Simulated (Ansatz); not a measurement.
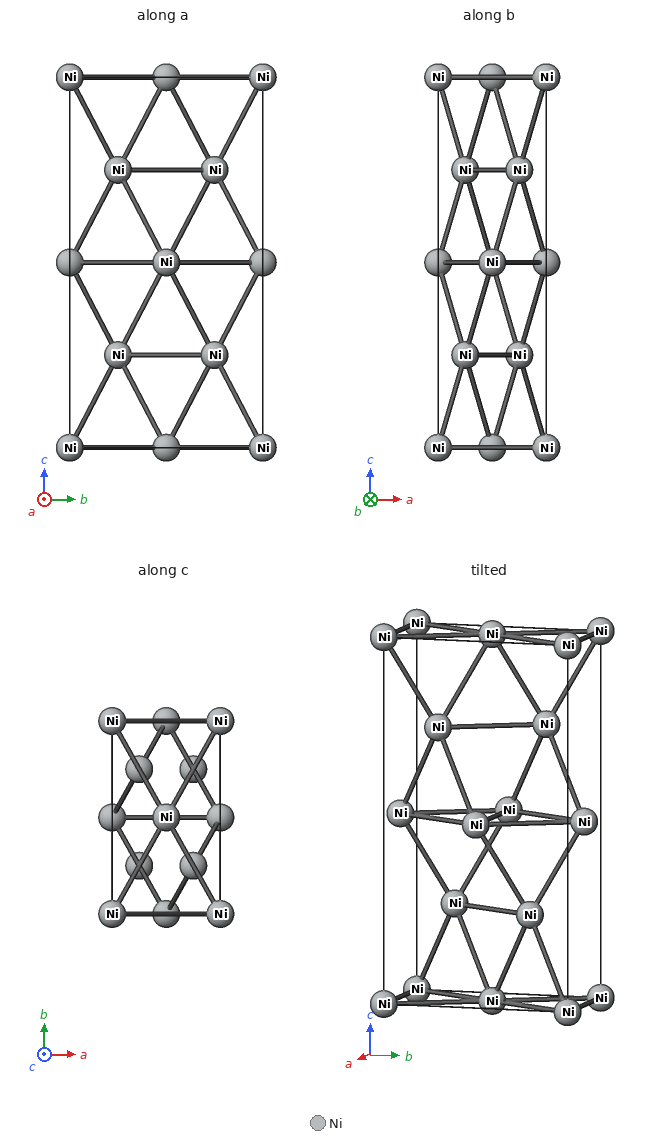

Crystal structure, ball-and-stick style, seen along the a axis, along the b axis, along the c axis and slightly off an axis. One conventional unit cell is outlined, and atoms on its boundary appear in each equivalent place.

Lattice parameters: a = 2.3553 Å, b = 4.2000 Å, c = 8.0608 Å, α = 90.000°, β = 90.000°, γ = 90.000°.

Q: Give the structure in the form of a CIF in P1 with every atom of the cell.

A:
```cif
data_structure
_symmetry_space_group_name_H-M 'P 1'
_symmetry_Int_Tables_number 1
_cell_length_a 2.3553
_cell_length_b 4.2000
_cell_length_c 8.0608
_cell_angle_alpha 90.000
_cell_angle_beta 90.000
_cell_angle_gamma 90.000
_cell_volume 79.74
loop_
_atom_site_label
_atom_site_type_symbol
_atom_site_fract_x
_atom_site_fract_y
_atom_site_fract_z
_atom_site_occupancy
Ni1 Ni 0.5000 0.5000 0.0000 1
Ni2 Ni 0.7500 0.2500 0.7500 1
Ni3 Ni 0.5000 0.0000 0.5000 1
Ni4 Ni 0.7500 0.7500 0.2500 1
Ni5 Ni 0.0000 0.5000 0.5000 1
Ni6 Ni 0.2500 0.2500 0.2500 1
Ni7 Ni 0.0000 0.0000 0.0000 1
Ni8 Ni 0.2500 0.7500 0.7500 1
```

Its origin is a structure type filled with this element by a generator (whether the element takes this form wasn't checked). Earlier steps of the study may have refined or changed the cell and positions. A calculation with Ansatz used it as input.

At this level of theory the cell isn't at rest (compressed, at 31 GPa), so its distances can differ from those at equilibrium, the more so the softer the solid.
